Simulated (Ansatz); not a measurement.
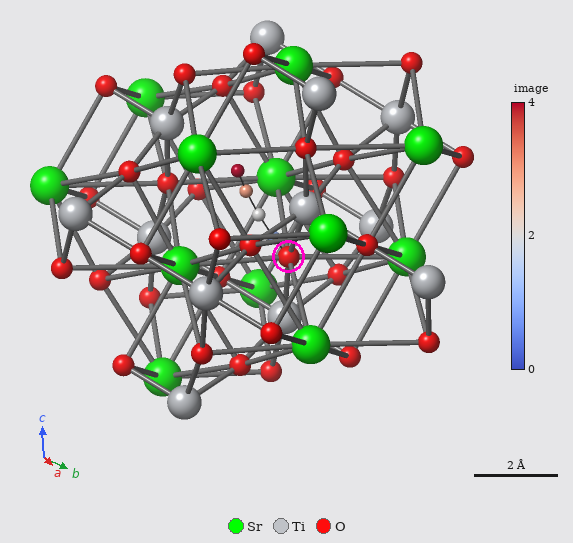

A search for the minimum-energy path of a defect cell of composition Sr4Ti4O11 (cell charge +2) (19 atoms in the cell) by the nudged elastic band. Images are numbered from 0 (start) to 4 (end). The start is drawn whole; smaller spheres mark the moving atoms (O) in the later images, joined by lines and coloured by the number of the image. Style: ball-and-stick. Shown: the atoms within 5.5 Å of the middle of the path, slightly off an axis. The moving atom is ringed, with any periodic copies. Bonds to atoms that aren't drawn are left out.

Computed with DFT PBE, scalar-relativistic, plane waves, PAW (Ansatz). Set-up: plane-wave cutoff 420 eV; k-point mesh 3 × 3 × 3; Gaussian smearing 0.02 eV; 3 movable images; climbing image.

### What moves, how far, and at what cost in energy?

An O atom travels furthest, 2.51 Å from end to end, along [0 −1 1], on a path that bends up to 0.17 Å away from the straight line. At the highest image its nearest neighbour (Ti) is 1.74 Å away, against 1.94 Å at the start, and the surrounding atoms stand up to 0.23 Å off the mean of their end positions. The two ends have the same energy, and the highest point, image 2, lies 0.64 eV above the start. The band converged in 18 iterations, with a climbing image at the top.

Limits of the set-up: the periodic images lie only 6.8 Å apart, so the values are limited by the cell's size; the cell is charged, on a uniform background, and energies carry no finite-size correction.
